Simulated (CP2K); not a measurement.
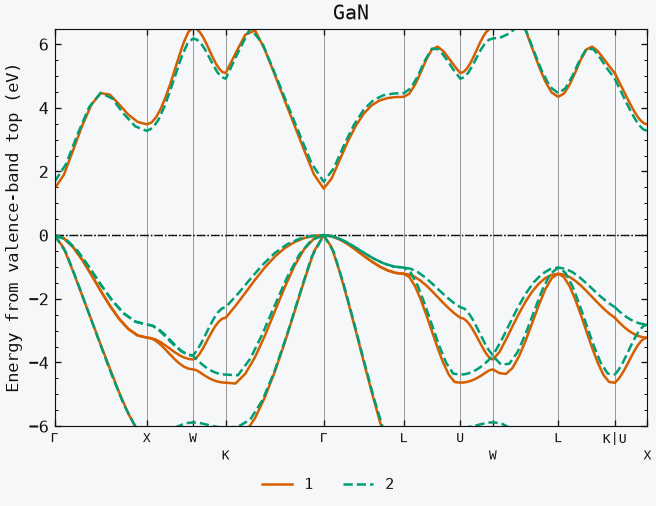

Band structures of zincblende GaN, space group F-43m, 2 atoms in the primitive cell (cubic a = 4.507 Å), by two methods on the same cell. Each is counted from its own valence-band top.

Which curve is which? The methods: TB-mBJ, LDA.

Answer. 1 is TB-mBJ; 2 is LDA. TB-mBJ gives a gap of 1.46 eV along the path and LDA gives a gap of 1.68 eV along the path.

Settings. TB-mBJ: POTENTIAL_UZH Ga GTH-PBE-q13, N GTH-PBE-q5; TZVP-MOLOPT-PBE-GTH basis, no spin polarisation, no spin-orbit coupling, 10×10×10 k mesh, Fermi-Dirac smearing of 0.1 eV (CP2K 2026.2). LDA: GTH_POTENTIALS Ga GTH-PADE-q13, N GTH-PADE-q5; TZVP-MOLOPT-PBE-GTH basis, no spin polarisation, no spin-orbit coupling, 10×10×10 k mesh, Fermi-Dirac smearing of 0.01 eV (CP2K).

The basis of atomic orbitals isn't converged, which shifts gaps and empty levels. The usual form of GaN is wurtzite. TB-mBJ: this is a model potential without an energy functional, so only levels have meaning. TB-mBJ: the potentials were made for another functional. LDA, GGA and most meta-GGA functionals understate gaps.
